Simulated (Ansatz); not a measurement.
Consider this structure.

```yaml
crystal:
  lattice:
    - [2.71430, 0.00000, 0.00000]
    - [-1.35715, 2.35066, 0.00000]
    - [0.00000, 0.00000, 13.15757]
  atoms:
    - { symbol: Cu, position: [0.66667, 0.33333, 0.83333] }
    - { symbol: Au, position: [0.00000, 0.00000, 0.00000] }
    - { symbol: Cu, position: [0.33333, 0.66667, 0.16667] }
    - { symbol: Au, position: [0.66667, 0.33333, 0.33333] }
    - { symbol: Cu, position: [0.00000, 0.00000, 0.50000] }
    - { symbol: Au, position: [0.33333, 0.66667, 0.66667] }
```

Q: Interpret the file: composition, symmetry and coordination.

A: Formula: CuAu. The structure has R-3m (No. 166) symmetry and a rhombohedral (trigonal R) lattice. Content of the cell: 3 Cu, 3 Au (Z = 3). Each Cu atom is coordinated by six Cu and six Au in a cuboctahedral arrangement (2.71 Å to Cu, 2.70 Å to Au). Au bonds to six Cu and six Au in a cuboctahedral arrangement (2.70 Å to Cu, 2.71 Å to Au). The bonds build a three-dimensional framework.

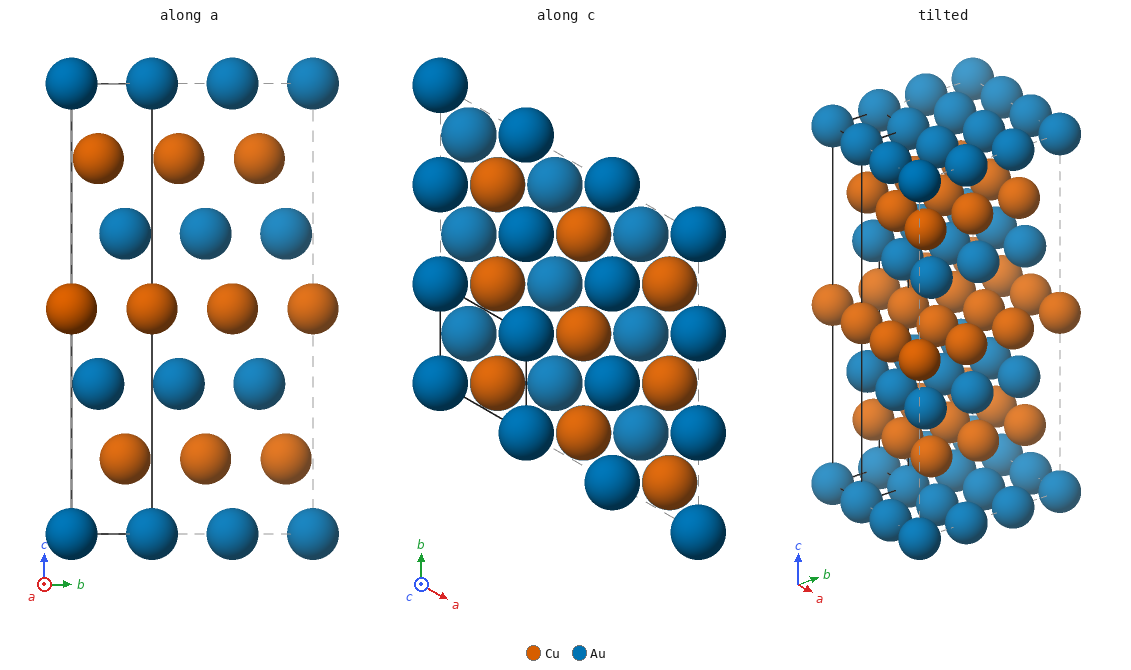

Spheres-only representation of a periodic structure, projected along the a axis, along the c axis and slightly off an axis. A 3×3×1 array of cells is drawn; the conventional unit cell has the solid edges. Colours: copper orange, gold blue.

The structure was taken from a structure listed in the Materials Project. The cell was then strained or its atoms displaced on purpose. Ansatz was used for an electronic-structure calculation on it.

At this level of theory the cell isn't at rest (compressed, at 17 GPa), so its distances can differ from those at equilibrium, the more so the softer the solid.
